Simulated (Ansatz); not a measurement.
**Geometry relaxation of Te (part 1 of 2)**

Te (P3₁21, 3 atoms in the cell), computed with DFT, PBE, dispersion d3bj, plane waves, PAW, no spin polarisation (Ansatz 0.2.0).

The structure derives from an entry of the Crystallography Open Database.

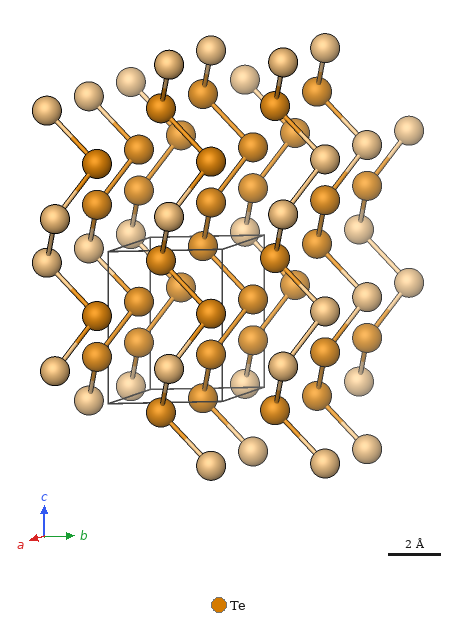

Figure 1. The starting structure (ball-and-stick view of the cell of the calculation, repeated 2 × 2 × 2, seen slightly off an axis; neighbours outside the cell are drawn fainter). An atom can appear more than once, as a periodic image. Near neighbours in the periodic cell (some may lie outside the picture): Te has 2 Te at 2.86 Å.

### The input
```yaml
crystal:
  lattice:
    - [4.454, 0.0, 0.0]
    - [-2.227, 3.8572771485, 0.0]
    - [0.0, 0.0, 5.924]
  atoms:
    - { symbol: Te, position: [0.269, 0.0, 0.3333333333] }
    - { symbol: Te, position: [0.0, 0.269, 0.6666666667] }
    - { symbol: Te, position: [0.731, 0.731, 0.0] }
basis:
  ecutwfc: 420
kpoints:
  mp_grid: { grid: [6, 6, 4] }
hamiltonian:
  xc: pbe
  dispersion: d3bj
scf:
  occupations: { method: gaussian, width: 0.01 }
output:
  forces: true
  stress: true
  eigenvalues: true
  write_density: true
  write_potential: true
  elf: true
  volumetric_format: npy
relax:
  adjacent_minimum: "off"
  f_tol: 0.005
  max_steps: 80
  cell: { stress_tol: 0.05 }
```

Machine: 1 thread of Intel Xeon (Sapphire Rapids), 64 GiB of memory available, shared host.

Launch command:
```bash
ansatz run input.yaml --threads 1 --pin off --max-ram 2560MiB --backend cpu --events-out ev --progress --plain --runs-dir out
```

### Log
```
Engine: ansatz 0.2.0, x86_64-unknown-linux-gnu
Pseudopotentials: kind: paw
Pseudopotential: Te, paw, valence charge 16, recommended cutoff 420 eV (normal), Te.paw.azcp
Functional definition: PBE
  parameter kappa = 0.804
  parameter beta = 0.06672455060314922
  exchange = pbe_x(kappa = kappa, mu = beta*pi^2/3)
  correlation = pbe_c(beta = beta)
Crystal: 3 atoms, lattice volume = 101.776 Å³
Basis set: ecut = 420 eV, 1993 PW (Γ), exchange–correlation on 60×60×80 points (8 copies of the dense FFT grid, shifted against one another)
Bands: 29, of which v1, the nominal top of the filled ones, is band 24 counted from 1 (23 counted from 0)
Symmetry: 6 space group operations
Space group: P3121 (ITA 152), of the structure as read, at distance tolerance 4.7e-5 Å
k-points: 24 of 144 (time reversal used)
Non-local potential: Te, projectors of the file, l = 0: 2, l = 1: 2, l = 2: 2, l = 3: 2
PAW form: soft (Blöchl's): semilocal exchange-correlation on the pseudo side does not see the compensation charge
PAW one-centre angular grid: Te, 590 points (default); XC on 64 Gauss nodes
Initial density: superposition of atomic densities (neutral atoms: chi_scale 0, normalization atom), corrected by the library's trained network
Initial wavefunctions: pseudopotential atomic-orbital guess
Functional: x = pbe(κ = 0.804, μ = 0.2195149727645171), c = pbe(β = 0.06672455060314922)
SCF iter   1: F=—  HF=-20941.147530 eV  |F-HF|=—  |Δ(HF+E_count)|=         —  Δρ=1.30e-3  dr2=1.16e-3  ethr=1.77e-3  ⟨swp⟩=8.0  Hψ=3292  notcnv=0
preconditioner: auto → Resta (q_TF=auto, 2.407 Å⁻¹)  ε∞=4.3  [insulator: Δε(μ)=0.193 eV  Ē_g=8.650 eV  σ=0.010 eV  W_gap=1.00  n_scr=22 (ndim 8)  ℏωp=15.6 eV  f_vac=0.027  D(μ)=0.00/eV (n_scr^D=0)  ε∞_Penn≈4.3]
SCF iter   2: F=—  HF=-20941.145959 eV  |F-HF|=—  |Δ(HF+E_count)|=   1.57e-3  Δρ=7.35e-4  dr2=3.18e-4  ethr=2.42e-6  ⟨swp⟩=2.8  Hψ=1645  notcnv=0  defer=24
SCF iter   3: F=—  HF=-20941.146271 eV  |F-HF|=—  |Δ(HF+E_count)|=   3.12e-4  Δρ=3.85e-4  dr2=9.54e-5  ethr=6.63e-7  ⟨swp⟩=2.9  Hψ=1313  notcnv=0  defer=24
SCF iter   4: F=—  HF=-20941.146417 eV  |F-HF|=—  |Δ(HF+E_count)|=   1.47e-4  Δρ=1.77e-4  dr2=2.02e-5  ethr=1.99e-7  ⟨swp⟩=2.0  Hψ=958  notcnv=0  defer=24
SCF iter   5: F=—  HF=-20941.146445 eV  |F-HF|=—  |Δ(HF+E_count)|=   2.76e-5  Δρ=4.35e-5  dr2=1.38e-6  ethr=4.20e-8  ⟨swp⟩=3.0  Hψ=1248  notcnv=0  defer=24
SCF iter   6: F=—  HF=-20941.146446 eV  |F-HF|=—  |Δ(HF+E_count)|=   1.64e-6  Δρ=1.50e-5  dr2=2.39e-7  ethr=2.87e-9  ⟨swp⟩=2.0  Hψ=878  notcnv=0  defer=24
SCF iter   7: F=-20941.146446 eV  HF=-20941.146446 eV  |F-HF|=9.71e-10  |Δ(HF+E_count)|=   1.59e-8  Δρ=1.95e-6  dr2=3.84e-9  ethr=2.08e-10  ⟨swp⟩=13.9  Hψ=4978  notcnv=0
SCF 1 converged in 7 iterations: F = -20941.146446 eV  dr2 = 3.84e-9
  greatest PAW one-centre occupation: 0.998 electrons in one spin orbital (limit 2), on the Te atom at site 1 (counted from 0), in its partial waves of l = 2
relax step   1: F+E_penalty+E_count = -20941.14644637 eV  Δ(F+E_penalty+E_count) = +0.000e0 eV  max|allowed force component| = 1.430e-1 eV/Å  Δτ_max = 0.0000 Å  P = -0.714 GPa  Ω = 101.776 Å³  (7 SCF iters, dr2 threshold 1.00e-7 eV, accepted)
Crystal: 3 atoms, lattice volume = 97.963 Å³
Basis set: ecut = 420 eV, 1921 PW (Γ), exchange–correlation on 60×60×80 points (8 copies of the dense FFT grid, shifted against one another)
Initial density: handed on by an earlier stage of this run
Initial wavefunctions: those handed on with the density
iter 1 solved again at ethr=2.66e-6 eV; its pass at ethr=3.10e-3 eV (dr2=1.28e-3 eV) is discarded
SCF iter   1: F=—  HF=-20941.169051 eV  |F-HF|=—  |Δ(HF+E_count)|=         —  Δρ=1.44e-3  dr2=1.27e-3  ethr=2.66e-6  ⟨swp⟩=2.8  Hψ=4112  notcnv=0
preconditioner: auto → Resta (q_TF=auto, 2.422 Å⁻¹)  ε∞=4.3  [insulator: Δε(μ)=0.150 eV  Ē_g=8.717 eV  σ=0.010 eV  W_gap=1.00  n_scr=22 (ndim 8)  ℏωp=15.9 eV  f_vac=0.017  D(μ)=0.00/eV (n_scr^D=0)  ε∞_Penn≈4.3]
SCF iter   2: F=—  HF=-20941.169002 eV  |F-HF|=—  |Δ(HF+E_count)|=   4.96e-5  Δρ=8.27e-4  dr2=4.48e-4  ethr=2.64e-6  ⟨swp⟩=1.0  Hψ=696  notcnv=0
SCF iter   3: F=—  HF=-20941.169020 eV  |F-HF|=—  |Δ(HF+E_count)|=   1.79e-5  Δρ=8.45e-5  dr2=9.02e-6  ethr=9.33e-7  ⟨swp⟩=2.0  Hψ=912  notcnv=0
SCF iter   4: F=—  HF=-20941.169024 eV  |F-HF|=—  |Δ(HF+E_count)|=   4.02e-6  Δρ=2.77e-5  dr2=1.04e-6  ethr=1.88e-8  ⟨swp⟩=2.0  Hψ=912  notcnv=0
SCF iter   5: F=-20941.169025 eV  HF=-20941.169025 eV  |F-HF|=6.01e-8  |Δ(HF+E_count)|=   9.95e-7  Δρ=6.66e-6  dr2=5.84e-8  ethr=6.25e-10  ⟨swp⟩=12.2  Hψ=5370  notcnv=0
SCF 2 converged in 5 iterations: F = -20941.169025 eV  dr2 = 5.84e-8
  greatest PAW one-centre occupation: 0.998 electrons in one spin orbital (limit 2), on the Te atom at site 2 (counted from 0), in its partial waves of l = 2
relax step   2: F+E_penalty+E_count = -20941.16902472 eV  Δ(F+E_penalty+E_count) = -2.258e-2 eV  max|allowed force component| = 9.401e-2 eV/Å  Δτ_max = 0.0375 Å  P = +0.211 GPa  Ω = 97.963 Å³  energy of the carried Pulay correction = +6.128e-4 eV  (5 SCF iters, dr2 threshold 3.00e-7 eV, accepted)
Crystal: 3 atoms, lattice volume = 97.051 Å³
Basis set: ecut = 420 eV, 1933 PW (Γ), exchange–correlation on 60×60×80 points (8 copies of the dense FFT grid, shifted against one another)
iter 1 solved again at ethr=2.91e-6 eV; its pass at ethr=3.10e-3 eV (dr2=1.40e-3 eV) is discarded
SCF iter   1: F=—  HF=-20941.174116 eV  |F-HF|=—  |Δ(HF+E_count)|=         —  Δρ=1.49e-3  dr2=1.47e-3  ethr=2.91e-6  ⟨swp⟩=2.1  Hψ=4475  notcnv=0
preconditioner: auto → Resta (q_TF=auto, 2.426 Å⁻¹)  ε∞=4.4  [insulator: Δε(μ)=0.069 eV  Ē_g=8.681 eV  σ=0.010 eV  W_gap=1.00  n_scr=22 (ndim 8)  ℏωp=16.0 eV  f_vac=0.017  D(μ)=0.00/eV (n_scr^D=0)  ε∞_Penn≈4.4]
SCF iter   2: F=—  HF=-20941.173993 eV  |F-HF|=—  |Δ(HF+E_count)|=   1.23e-4  Δρ=8.49e-4  dr2=4.79e-4  ethr=2.91e-6  ⟨swp⟩=1.0  Hψ=696  notcnv=0
SCF iter   3: F=—  HF=-20941.173977 eV  |F-HF|=—  |Δ(HF+E_count)|=   1.52e-5  Δρ=7.27e-5  dr2=5.08e-6  ethr=9.98e-7  ⟨swp⟩=2.0  Hψ=912  notcnv=0
SCF iter   4: F=—  HF=-20941.173976 eV  |F-HF|=—  |Δ(HF+E_count)|=   1.66e-6  Δρ=2.31e-5  dr2=5.41e-7  ethr=6.25e-10  ⟨swp⟩=12.5  Hψ=5497  notcnv=0
SCF iter   5: F=-20941.173976 eV  HF=-20941.173976 eV  |F-HF|=3.07e-9  |Δ(HF+E_count)|=   3.08e-7  Δρ=4.53e-6  dr2=2.42e-8  ethr=6.25e-10  ⟨swp⟩=10.8  Hψ=4804  notcnv=0
SCF 3 converged in 5 iterations: F = -20941.173976 eV  dr2 = 2.42e-8
relax step   3: F+E_penalty+E_count = -20941.17397610 eV  Δ(F+E_penalty+E_count) = -4.951e-3 eV  max|allowed force component| = 6.615e-2 eV/Å  Δτ_max = 0.0361 Å  P = -0.273 GPa  Ω = 97.051 Å³  energy of the carried Pulay correction = +7.629e-4 eV  (5 SCF iters, dr2 threshold 3.00e-7 eV, accepted)
Crystal: 3 atoms, lattice volume = 96.543 Å³
Basis set: ecut = 420 eV, 1897 PW (Γ), exchange–correlation on 60×60×80 points (8 copies of the dense FFT grid, shifted against one another)
iter 1 solved again at ethr=3.10e-7 eV; its pass at ethr=3.10e-3 eV (dr2=1.49e-4 eV) is discarded
SCF iter   1: F=—  HF=-20941.175591 eV  |F-HF|=—  |Δ(HF+E_count)|=         —  Δρ=4.02e-4  dr2=1.13e-4  ethr=3.10e-7  ⟨swp⟩=3.0  Hψ=4030  notcnv=0
preconditioner: auto → Resta (q_TF=auto, 2.428 Å⁻¹)  ε∞=4.4  [insulator: Δε(μ)=0.048 eV  Ē_g=8.714 eV  σ=0.010 eV  W_gap=1.00  n_scr=22 (ndim 8)  ℏωp=16.0 eV  f_vac=0.015  D(μ)=0.01/eV (n_scr^D=0)  ε∞_Penn≈4.4]
SCF iter   2: F=—  HF=-20941.175584 eV  |F-HF|=—  |Δ(HF+E_count)|=   6.75e-6  Δρ=2.32e-4  dr2=3.68e-5  ethr=2.35e-7  ⟨swp⟩=1.0  Hψ=696  notcnv=0
SCF iter   3: F=—  HF=-20941.175584 eV  |F-HF|=—  |Δ(HF+E_count)|=   1.87e-7  Δρ=2.34e-5  dr2=4.29e-7  ethr=7.66e-8  ⟨swp⟩=2.0  Hψ=865  notcnv=0
SCF iter   4: F=-20941.175584 eV  HF=-20941.175584 eV  |F-HF|=3.42e-8  |Δ(HF+E_count)|=   1.77e-7  Δρ=7.44e-6  dr2=4.70e-8  ethr=5.70e-10  ⟨swp⟩=11.0  Hψ=4952  notcnv=0
SCF 4 converged in 4 iterations: F = -20941.175584 eV  dr2 = 4.70e-8
relax step   4: F+E_penalty+E_count = -20941.17558424 eV  Δ(F+E_penalty+E_count) = -1.608e-3 eV  max|allowed force component| = 7.041e-3 eV/Å  Δτ_max = 0.0089 Å  P = +0.082 GPa  Ω = 96.543 Å³  energy of the carried Pulay correction = +8.471e-4 eV  (4 SCF iters, dr2 threshold 2.73e-7 eV, accepted)
Crystal: 3 atoms, lattice volume = 96.837 Å³
Basis set: ecut = 420 eV, 1909 PW (Γ), exchange–correlation on 60×60×80 points (8 copies of the dense FFT grid, shifted against one another)
iter 1 solved again at ethr=4.92e-8 eV; its pass at ethr=3.10e-3 eV (dr2=2.36e-5 eV) is discarded
SCF iter   1: F=—  HF=-20941.175639 eV  |F-HF|=—  |Δ(HF+E_count)|=         —  Δρ=1.62e-4  dr2=1.76e-5  ethr=4.92e-8  ⟨swp⟩=3.0  Hψ=3935  notcnv=0
preconditioner: auto → Resta (q_TF=auto, 2.427 Å⁻¹)  ε∞=4.4  [insulator: Δε(μ)=0.045 eV  Ē_g=8.708 eV  σ=0.010 eV  W_gap=1.00  n_scr=22 (ndim 8)  ℏωp=16.0 eV  f_vac=0.016  D(μ)=0.03/eV (n_scr^D=0)  ε∞_Penn≈4.4]
SCF iter   2: F=—  HF=-20941.175639 eV  |F-HF|=—  |Δ(HF+E_count)|=   1.74e-7  Δρ=9.33e-5  dr2=6.04e-6  ethr=3.67e-8  ⟨swp⟩=1.0  Hψ=696  notcnv=0
SCF iter   3: F=—  HF=-20941.175639 eV  |F-HF|=—  |Δ(HF+E_count)|=   1.34e-7  Δρ=1.04e-5  dr2=1.15e-7  ethr=1.26e-8  ⟨swp⟩=2.0  Hψ=898  notcnv=0
SCF iter   4: F=-20941.175639 eV  HF=-20941.175639 eV  |F-HF|=1.05e-8  |Δ(HF+E_count)|=   6.77e-8  Δρ=3.69e-6  dr2=1.85e-8  ethr=8.49e-11  ⟨swp⟩=9.5  Hψ=4408  notcnv=0
SCF 5 converged in 4 iterations: F = -20941.175639 eV  dr2 = 1.85e-8
relax step   5: F+E_penalty+E_count = -20941.17563916 eV  Δ(F+E_penalty+E_count) = -5.491e-5 eV  max|allowed force component| = 2.040e-3 eV/Å  Δτ_max = 0.0042 Å  P = -0.008 GPa  Ω = 96.837 Å³  energy of the carried Pulay correction = +7.984e-4 eV  (4 SCF iters, dr2 threshold 4.07e-8 eV, accepted)
Initial wavefunctions: pseudopotential atomic-orbital guess (no wavefunctions were taken with the density)
iter 1 solved again at ethr=1.96e-7 eV; its pass at ethr=3.10e-3 eV (dr2=9.43e-5 eV) is discarded
SCF iter   1: F=—  HF=-20941.174855 eV  |F-HF|=—  |Δ(HF+E_count)|=         —  Δρ=4.79e-5  dr2=3.20e-7  ethr=1.96e-7  ⟨swp⟩=3.1  Hψ=5091  notcnv=0
SCF iter   2: F=—  HF=-20941.174860 eV  |F-HF|=—  |Δ(HF+E_count)|=   5.61e-6  Δρ=2.42e-5  dr2=8.95e-8  ethr=6.67e-10  ⟨swp⟩=2.1  Hψ=1273  notcnv=0
SCF iter   3: F=—  HF=-20941.174860 eV  |F-HF|=—  |Δ(HF+E_count)|=   2.46e-7  Δρ=4.55e-6  dr2=7.56e-9  ethr=1.86e-10  ⟨swp⟩=2.0  Hψ=1272  notcnv=0
SCF iter   4: F=—  HF=-20941.174860 eV  |F-HF|=—  |Δ(HF+E_count)|=   8.46e-9  Δρ=4.26e-7  dr2=1.83e-10  ethr=1.58e-11  ⟨swp⟩=2.0  Hψ=912  notcnv=0
SCF iter   5: F=-20941.174860 eV  HF=-20941.174860 eV  |F-HF|=1.82e-11  |Δ(HF+E_count)|=  3.35e-10  Δρ=1.33e-7  dr2=2.31e-11  ethr=1.00e-12  ⟨swp⟩=7.0  Hψ=3047  notcnv=0
SCF 6 converged in 5 iterations: F = -20941.174860 eV  dr2 = 2.31e-11
  greatest PAW one-centre occupation: 0.998 electrons in one spin orbital (limit 2), on the Te atom at site 0 (counted from 0), in its partial waves of l = 2
relax step   6: F+E_penalty+E_count = -20941.17486040 eV  Δ(F+E_penalty+E_count) = +7.788e-4 eV  max|allowed force component| = 2.031e-3 eV/Å  Δτ_max = 0.0000 Å  P = -0.009 GPa  Ω = 96.837 Å³  stress off target by 1.26e-2 GPa  SCF on the basis re-selected at this cell (its energy is not comparable with the rows above)  (5 SCF iters)
```

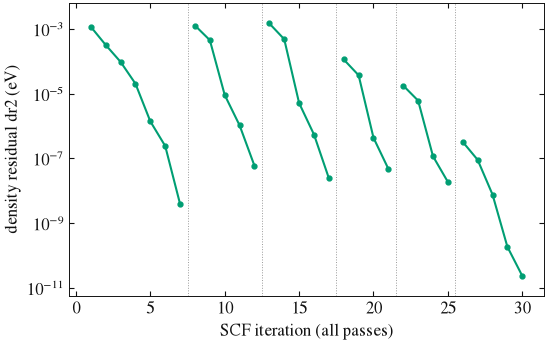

Figure 2. Convergence of the self-consistent field: density residual dr2 against the SCF iteration. The dotted lines part the SCF passes of the relaxation: geometry steps, rejected trials and re-solves on a re-selected basis. The 6 passes take 4 to 7 iterations each, 30 in all.
